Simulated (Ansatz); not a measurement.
```cif
data_structure
_symmetry_space_group_name_H-M 'P 1'
_symmetry_Int_Tables_number 1
_cell_length_a 2.8795
_cell_length_b 2.8795
_cell_length_c 5.1764
_cell_angle_alpha 89.807
_cell_angle_beta 89.806
_cell_angle_gamma 89.223
_cell_volume 42.92
loop_
_atom_site_label
_atom_site_type_symbol
_atom_site_fract_x
_atom_site_fract_y
_atom_site_fract_z
_atom_site_occupancy
Cu1 Cu 0.50000 0.00000 0.50000 1
Cu2 Cu 0.00000 0.50000 0.00000 1
O1 O 0.00158 0.99833 0.25011 1
O2 O 0.99842 0.00167 0.74989 1
```

Space group C2/c; a structure from a database of computed crystals, not necessarily the ambient phase; spin-polarised.

Method: DFT r2SCAN, scalar-relativistic, plane waves, PAW (Ansatz).

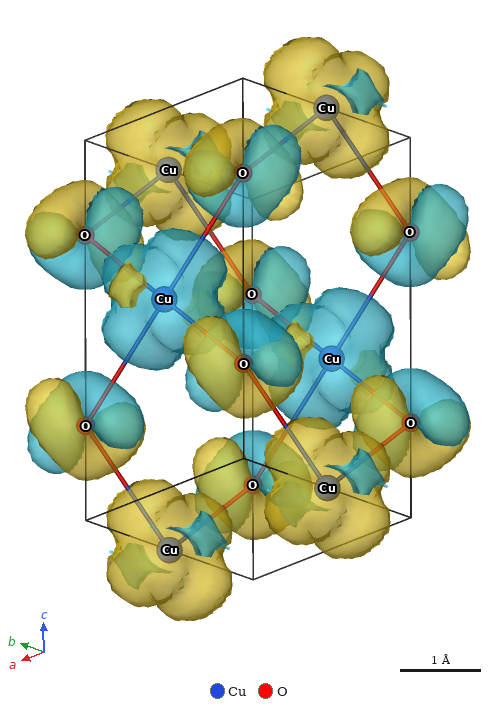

CuO. Isosurfaces of the spin density (up minus down) at +0.02 (yellow) and −0.02 e/Å³ (cyan), seen at an oblique angle. Sticks mark near contacts.

Where is the spin, and how is it ordered?

Answer. The spin density sits on Cu: +0.6 μB and −0.6 μB in one cell of 4 atoms: antiferromagnetic in this solution, which needn't be the ground state, with nearest magnetic neighbours parallel and the sign changing further off. The cell of the calculation (4 atoms) carries 0.0 μB of net spin moment.
